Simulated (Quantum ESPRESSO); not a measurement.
**Band-structure run, with input and output: TaS$_{2}$ (part 1 of 2)**

System: TaS$_{2}$ (P-3m1, 3 atoms in the cell).
Method: Kohn-Sham DFT of a periodic cell, LDA, JTH 2.0 LDA, no spin polarisation (Quantum ESPRESSO 7.5).

The structure derives from an entry of the Crystallography Open Database.

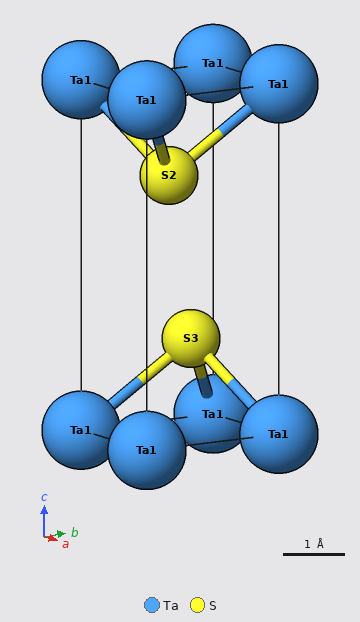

Figure 1. The structure as given in the input (ball-and-stick view of the cell of the calculation, seen slightly off an axis; atoms are numbered from 1 in the order of the input).

Input file
```
&CONTROL
  calculation = 'scf'
  prefix = 'pwscf'
  outdir = './tmp'
  pseudo_dir = './pseudo'
  tprnfor = .true.
  tstress = .true.
  disk_io = 'low'
/
&SYSTEM
  ibrav = 0
  nat = 3
  ntyp = 2
  ecutwfc = 36
  ecutrho = 216
  nbnd = 19
  occupations = 'smearing'
  smearing = 'fd'
  degauss = 0.00367493
/
&ELECTRONS
  conv_thr = 6d-10
  electron_maxstep = 120
  mixing_beta = 0.5
/
ATOMIC_SPECIES
Ta   180.9479 Ta.LDA_PW-JTH.UPF
S     32.0600 S.LDA_PW-JTH.UPF
CELL_PARAMETERS bohr
   6.3305825175    0.0000000000    0.0000000000
  -3.1652912587    5.4824452809    0.0000000000
   0.0000000000    0.0000000000   11.0737950903
ATOMIC_POSITIONS bohr
Ta     0.0000000000    0.0000000000    0.0000000000
S      3.1652912591    1.8274817601    8.3053463177
S     -0.0000000003    3.6549635208    2.7684487726
K_POINTS automatic
9 9 5 0 0 0
```

File bands.in
```
&CONTROL
  calculation = 'bands'
  prefix = 'pwscf'
  outdir = './tmp'
  pseudo_dir = './pseudo'
  disk_io = 'low'
  verbosity = 'high'
/
&SYSTEM
  ibrav = 0
  nat = 3
  ntyp = 2
  ecutwfc = 36
  ecutrho = 216
  nbnd = 19
  occupations = 'smearing'
  smearing = 'fd'
  degauss = 0.00367493
/
&ELECTRONS
  conv_thr = 1d-08
  electron_maxstep = 120
  mixing_beta = 0.5
  diago_full_acc = .true.
/
ATOMIC_SPECIES
Ta   180.9479 Ta.LDA_PW-JTH.UPF
S     32.0600 S.LDA_PW-JTH.UPF
CELL_PARAMETERS bohr
   6.3305825175    0.0000000000    0.0000000000
  -3.1652912587    5.4824452809    0.0000000000
   0.0000000000    0.0000000000   11.0737950903
ATOMIC_POSITIONS bohr
Ta     0.0000000000    0.0000000000    0.0000000000
S      3.1652912591    1.8274817601    8.3053463177
S     -0.0000000003    3.6549635208    2.7684487726
K_POINTS crystal
60
 0.0000000000  0.0000000000  0.0000000000 1
 0.0625000000  0.0000000000  0.0000000000 1
 0.1250000000  0.0000000000  0.0000000000 1
 0.1875000000  0.0000000000  0.0000000000 1
 0.2500000000  0.0000000000  0.0000000000 1
 0.3125000000  0.0000000000  0.0000000000 1
 0.3750000000  0.0000000000  0.0000000000 1
 0.4375000000  0.0000000000  0.0000000000 1
 0.5000000000  0.0000000000  0.0000000000 1
 0.4583333333  0.0833333333  0.0000000000 1
 0.4166666667  0.1666666667  0.0000000000 1
 0.3750000000  0.2500000000  0.0000000000 1
 0.3333333333  0.3333333333  0.0000000000 1
 0.2962962963  0.2962962963  0.0000000000 1
 0.2592592593  0.2592592593  0.0000000000 1
 0.2222222222  0.2222222222  0.0000000000 1
 0.1851851852  0.1851851852  0.0000000000 1
 0.1481481481  0.1481481481  0.0000000000 1
 0.1111111111  0.1111111111  0.0000000000 1
 0.0740740741  0.0740740741  0.0000000000 1
 0.0370370370  0.0370370370  0.0000000000 1
 0.0000000000  0.0000000000  0.0000000000 1
 0.0000000000  0.0000000000  0.1250000000 1
 0.0000000000  0.0000000000  0.2500000000 1
 0.0000000000  0.0000000000  0.3750000000 1
 0.0000000000  0.0000000000  0.5000000000 1
 0.0625000000  0.0000000000  0.5000000000 1
 0.1250000000  0.0000000000  0.5000000000 1
 0.1875000000  0.0000000000  0.5000000000 1
 0.2500000000  0.0000000000  0.5000000000 1
 0.3125000000  0.0000000000  0.5000000000 1
 0.3750000000  0.0000000000  0.5000000000 1
 0.4375000000  0.0000000000  0.5000000000 1
 0.5000000000  0.0000000000  0.5000000000 1
 0.4666666667  0.0666666667  0.5000000000 1
 0.4333333333  0.1333333333  0.5000000000 1
 0.4000000000  0.2000000000  0.5000000000 1
 0.3666666667  0.2666666667  0.5000000000 1
 0.3333333333  0.3333333333  0.5000000000 1
 0.3030303030  0.3030303030  0.5000000000 1
 0.2727272727  0.2727272727  0.5000000000 1
 0.2424242424  0.2424242424  0.5000000000 1
 0.2121212121  0.2121212121  0.5000000000 1
 0.1818181818  0.1818181818  0.5000000000 1
 0.1515151515  0.1515151515  0.5000000000 1
 0.1212121212  0.1212121212  0.5000000000 1
 0.0909090909  0.0909090909  0.5000000000 1
 0.0606060606  0.0606060606  0.5000000000 1
 0.0303030303  0.0303030303  0.5000000000 1
 0.0000000000  0.0000000000  0.5000000000 1
 0.5000000000  0.0000000000  0.5000000000 1
 0.5000000000  0.0000000000  0.3750000000 1
 0.5000000000  0.0000000000  0.2500000000 1
 0.5000000000  0.0000000000  0.1250000000 1
 0.5000000000  0.0000000000  0.0000000000 1
 0.3333333333  0.3333333333  0.0000000000 1
 0.3333333333  0.3333333333  0.1250000000 1
 0.3333333333  0.3333333333  0.2500000000 1
 0.3333333333  0.3333333333  0.3750000000 1
 0.3333333333  0.3333333333  0.5000000000 1
```

Hardware: 1 thread of Arm Neoverse V2, 24 GiB of memory available, shared host.

Launch command:
```bash
OMP_NUM_THREADS=1 pw.x -in pw.in > pw.out
OMP_NUM_THREADS=1 pw.x -in bands.in > bands.out
```

Log
```
This program is part of the open-source Quantum ESPRESSO suite
     for quantum simulation of materials; please cite
         "P. Giannozzi et al., J. Phys.:Condens. Matter 21 395502 (2009);
         "P. Giannozzi et al., J. Phys.:Condens. Matter 29 465901 (2017);
         "P. Giannozzi et al., J. Chem. Phys. 152 154105 (2020);
          URL
     in publications or presentations arising from this work. More details at

     file Ta.LDA_PW-JTH.UPF: wavefunction(s)  5S 6S 5P 6P 5D 0D renormalized
     file S.LDA_PW-JTH.UPF: wavefunction(s)  3S 0S 3P 0P renormalized
     Message from routine setup:
     using ibrav=0 with symmetry is DISCOURAGED, use correct ibrav instead

     G-vector sticks info
     --------------------
     sticks:   dense  smooth     PW     G-vecs:    dense   smooth      PW
     Sum         595     397    121                20613    11191    1979

     Using Slab Decomposition

     bravais-lattice index     =            0
     lattice parameter (alat)  =       6.3306  a.u.
     unit-cell volume          =     384.3390 (a.u.)^3
     number of atoms/cell      =            3
     number of atomic types    =            2
     number of electrons       =        25.00
     number of Kohn-Sham states=           19
     kinetic-energy cutoff     =      36.0000  Ry
     charge density cutoff     =     216.0000  Ry
     scf convergence threshold =      6.0E-10
     mixing beta               =       0.5000
     number of iterations used =            8  plain     mixing
     Exchange-correlation= SLA PW NOGX NOGC
                           (   1   4   0   0   0   0   0)

     celldm(1)=   6.330583  celldm(2)=   0.000000  celldm(3)=   0.000000
     celldm(4)=   0.000000  celldm(5)=   0.000000  celldm(6)=   0.000000

     crystal axes: (cart. coord. in units of alat)
               a(1) = (   1.000000   0.000000   0.000000 )
               a(2) = (  -0.500000   0.866025   0.000000 )
               a(3) = (   0.000000   0.000000   1.749254 )

     reciprocal axes: (cart. coord. in units 2 pi/alat)
               b(1) = (  1.000000  0.577350 -0.000000 )
               b(2) = (  0.000000  1.154701  0.000000 )
               b(3) = (  0.000000 -0.000000  0.571672 )

     PseudoPot. # 1 for Ta read from file:
     Ta.LDA_PW-JTH.UPF
     Pseudo is Projector augmented-wave + core cor, Zval = 13.0
     Generated using ATOMPAW code
     Shape of augmentation charge: SINC**2
     Using radial grid of 1120 points,  6 beta functions with:
                l(1) =   0
                l(2) =   0
                l(3) =   1
                l(4) =   1
                l(5) =   2
                l(6) =   2
     Q(r) pseudized with 0 coefficients

     PseudoPot. # 2 for S  read from file:
     S.LDA_PW-JTH.UPF
     Pseudo is Projector augmented-wave + core cor, Zval =  6.0
     Generated using ATOMPAW code
     Shape of augmentation charge: SINC**2
     Using radial grid of  999 points,  4 beta functions with:
                l(1) =   0
                l(2) =   0
                l(3) =   1
                l(4) =   1
     Q(r) pseudized with 0 coefficients

     atomic species   valence    mass     pseudopotential
     Ta               13.00   180.94790     Ta( 1.00)
     S                 6.00    32.06000     S ( 1.00)

     12 Sym. Ops., with inversion, found

   Cartesian axes

     site n.     atom                  positions (alat units)
         1        Ta     tau(   1) = (   0.0000000   0.0000000   0.0000000  )
         2        S      tau(   2) = (   0.5000000   0.2886751   1.3119403  )
         3        S      tau(   3) = (  -0.0000000   0.5773503   0.4373134  )

     number of k points=    50  Fermi-Dirac smearing, width (Ry)=  0.0037
                       cart. coord. in units 2pi/alat
        k(    1) = (   0.0000000   0.0000000   0.0000000), wk =   0.0049383
        k(    2) = (   0.0000000   0.0000000   0.1143345), wk =   0.0098765
        k(    3) = (   0.0000000   0.0000000   0.2286689), wk =   0.0098765
        k(    4) = (   0.0000000   0.1283001   0.0000000), wk =   0.0296296
        k(    5) = (   0.0000000   0.1283001   0.1143345), wk =   0.0296296
        k(    6) = (   0.0000000   0.1283001   0.2286689), wk =   0.0296296
        k(    7) = (   0.0000000   0.2566001   0.0000000), wk =   0.0296296
        k(    8) = (   0.0000000   0.2566001   0.1143345), wk =   0.0296296
        k(    9) = (   0.0000000   0.2566001   0.2286689), wk =   0.0296296
        k(   10) = (   0.0000000   0.3849002   0.0000000), wk =   0.0296296
        k(   11) = (   0.0000000   0.3849002   0.1143345), wk =   0.0296296
        k(   12) = (   0.0000000   0.3849002   0.2286689), wk =   0.0296296
        k(   13) = (   0.0000000   0.5132002   0.0000000), wk =   0.0296296
        k(   14) = (   0.0000000   0.5132002   0.1143345), wk =   0.0296296
        k(   15) = (   0.0000000   0.5132002   0.2286689), wk =   0.0296296
        k(   16) = (   0.1111111   0.1924501   0.0000000), wk =   0.0296296
        k(   17) = (   0.1111111   0.1924501   0.1143345), wk =   0.0592593
        k(   18) = (   0.1111111   0.1924501   0.2286689), wk =   0.0592593
        k(   19) = (   0.1111111   0.3207501   0.0000000), wk =   0.0592593
        k(   20) = (   0.1111111   0.3207501   0.1143345), wk =   0.0592593
        k(   21) = (   0.1111111   0.3207501   0.2286689), wk =   0.0592593
        k(   22) = (   0.1111111   0.4490502   0.0000000), wk =   0.0592593
        k(   23) = (   0.1111111   0.4490502   0.1143345), wk =   0.0592593
        k(   24) = (   0.1111111   0.4490502   0.2286689), wk =   0.0592593
        k(   25) = (   0.1111111   0.5773503   0.0000000), wk =   0.0296296
        k(   26) = (   0.1111111   0.5773503   0.1143345), wk =   0.0592593
        k(   27) = (   0.1111111   0.5773503   0.2286689), wk =   0.0592593
        k(   28) = (   0.2222222   0.3849002   0.0000000), wk =   0.0296296
        k(   29) = (   0.2222222   0.3849002   0.1143345), wk =   0.0592593
        k(   30) = (   0.2222222   0.3849002   0.2286689), wk =   0.0592593
        k(   31) = (   0.2222222   0.5132002   0.0000000), wk =   0.0592593
        k(   32) = (   0.2222222   0.5132002   0.1143345), wk =   0.0592593
        k(   33) = (   0.2222222   0.5132002   0.2286689), wk =   0.0592593
        k(   34) = (   0.3333333   0.5773503   0.0000000), wk =   0.0098765
        k(   35) = (   0.3333333   0.5773503   0.1143345), wk =   0.0197531
        k(   36) = (   0.3333333   0.5773503   0.2286689), wk =   0.0197531
        k(   37) = (   0.0000000   0.1283001  -0.1143345), wk =   0.0296296
        k(   38) = (   0.0000000   0.1283001  -0.2286689), wk =   0.0296296
        k(   39) = (   0.0000000   0.2566001  -0.1143345), wk =   0.0296296
        k(   40) = (   0.0000000   0.2566001  -0.2286689), wk =   0.0296296
        k(   41) = (   0.0000000   0.3849002  -0.1143345), wk =   0.0296296
        k(   42) = (   0.0000000   0.3849002  -0.2286689), wk =   0.0296296
        k(   43) = (   0.0000000   0.5132002  -0.1143345), wk =   0.0296296
        k(   44) = (   0.0000000   0.5132002  -0.2286689), wk =   0.0296296
        k(   45) = (  -0.1111111   0.3207501  -0.1143345), wk =   0.0592593
        k(   46) = (  -0.1111111   0.3207501  -0.2286689), wk =   0.0592593
        k(   47) = (  -0.1111111   0.4490502  -0.1143345), wk =   0.0592593
        k(   48) = (  -0.1111111   0.4490502  -0.2286689), wk =   0.0592593
        k(   49) = (  -0.2222222   0.5132002  -0.1143345), wk =   0.0592593
        k(   50) = (  -0.2222222   0.5132002  -0.2286689), wk =   0.0592593

     Dense  grid:    20613 G-vectors     FFT dimensions: (  30,  30,  54)

     Smooth grid:    11191 G-vectors     FFT dimensions: (  25,  25,  45)

     Check: negative core charge=   -0.000014

     Initial potential from superposition of free atoms

     starting charge      24.9993, renormalised to      25.0000

     negative rho (up, down):  9.171E-02 0.000E+00
     Starting wfcs are   34 randomized atomic wfcs

     Self-consistent Calculation

     iteration #  1     ecut=    36.00 Ry     beta= 0.50
     Davidson diagonalization with overlap
     ethr =  1.00E-02,  avg # of iterations =  4.4

     Threshold (ethr) on eigenvalues was too large:
     Diagonalizing with lowered threshold

     Davidson diagonalization with overlap
     ethr =  4.85E-04,  avg # of iterations =  3.3

     negative rho (up, down):  1.001E-01 0.000E+00

     total energy              =    -836.60845353 Ry
     estimated scf accuracy    <       0.13235855 Ry

     iteration #  2     ecut=    36.00 Ry     beta= 0.50
     Davidson diagonalization with overlap
     ethr =  5.29E-04,  avg # of iterations =  2.0

     negative rho (up, down):  1.010E-01 0.000E+00

     total energy              =    -836.62105513 Ry
     estimated scf accuracy    <       0.06682262 Ry

     iteration #  3     ecut=    36.00 Ry     beta= 0.50
     Davidson diagonalization with overlap
     ethr =  2.67E-04,  avg # of iterations =  2.1

     negative rho (up, down):  1.029E-01 0.000E+00

     total energy              =    -836.63677710 Ry
     estimated scf accuracy    <       0.02219947 Ry

     iteration #  4     ecut=    36.00 Ry     beta= 0.50
     Davidson diagonalization with overlap
     ethr =  8.88E-05,  avg # of iterations =  1.1

     negative rho (up, down):  1.044E-01 0.000E+00

     total energy              =    -836.63951035 Ry
     estimated scf accuracy    <       0.00052474 Ry

     iteration #  5     ecut=    36.00 Ry     beta= 0.50
     Davidson diagonalization with overlap
     ethr =  2.10E-06,  avg # of iterations =  7.0

     negative rho (up, down):  1.045E-01 0.000E+00

     total energy              =    -836.63960352 Ry
     estimated scf accuracy    <       0.00007019 Ry

     iteration #  6     ecut=    36.00 Ry     beta= 0.50
     Davidson diagonalization with overlap
     ethr =  2.81E-07,  avg # of iterations =  2.1

     negative rho (up, down):  1.044E-01 0.000E+00

     total energy              =    -836.63962013 Ry
     estimated scf accuracy    <       0.00000095 Ry

     iteration #  7     ecut=    36.00 Ry     beta= 0.50
     Davidson diagonalization with overlap
     ethr =  3.78E-09,  avg # of iterations =  4.5

     negative rho (up, down):  1.044E-01 0.000E+00

     total energy              =    -836.63962095 Ry
     estimated scf accuracy    <       0.00000018 Ry

     iteration #  8     ecut=    36.00 Ry     beta= 0.50
     Davidson diagonalization with overlap
     ethr =  7.11E-10,  avg # of iterations =  3.1

     negative rho (up, down):  1.044E-01 0.000E+00

     total energy              =    -836.63962100 Ry
     estimated scf accuracy    <       0.00000010 Ry

     iteration #  9     ecut=    36.00 Ry     beta= 0.50
     Davidson diagonalization with overlap
     ethr =  4.09E-10,  avg # of iterations =  1.9

     negative rho (up, down):  1.044E-01 0.000E+00

     total energy              =    -836.63962101 Ry
     estimated scf accuracy    <          8.2E-09 Ry

     iteration # 10     ecut=    36.00 Ry     beta= 0.50
     Davidson diagonalization with overlap
     ethr =  3.30E-11,  avg # of iterations =  3.3

     negative rho (up, down):  1.044E-01 0.000E+00

     total energy              =    -836.63962101 Ry
     estimated scf accuracy    <          1.4E-09 Ry

     iteration # 11     ecut=    36.00 Ry     beta= 0.50
     Davidson diagonalization with overlap
     ethr =  5.46E-12,  avg # of iterations =  2.0

     negative rho (up, down):  1.044E-01 0.000E+00

     End of self-consistent calculation

          k = 0.0000 0.0000 0.0000 (  1377 PWs)   bands (ev):

   -58.3613 -24.8268 -24.8028 -24.8028  -4.7008  -2.5945   3.3816   6.1420
     6.1420   9.0975   9.6462   9.6462  10.3679  10.3679  10.6007  14.4600
    14.4600  15.5328  15.7344

          k = 0.0000 0.0000 0.1143 (  1377 PWs)   bands (ev):

   -58.3613 -24.8269 -24.8028 -24.8028  -4.6206  -2.7622   3.7323   6.1517
     6.1517   8.2261   9.5962   9.5962  10.3582  10.3582  11.1241  14.6010
    14.6010  15.5359  16.2812

          k = 0.0000 0.0000 0.2287 (  1389 PWs)   bands (ev):
```
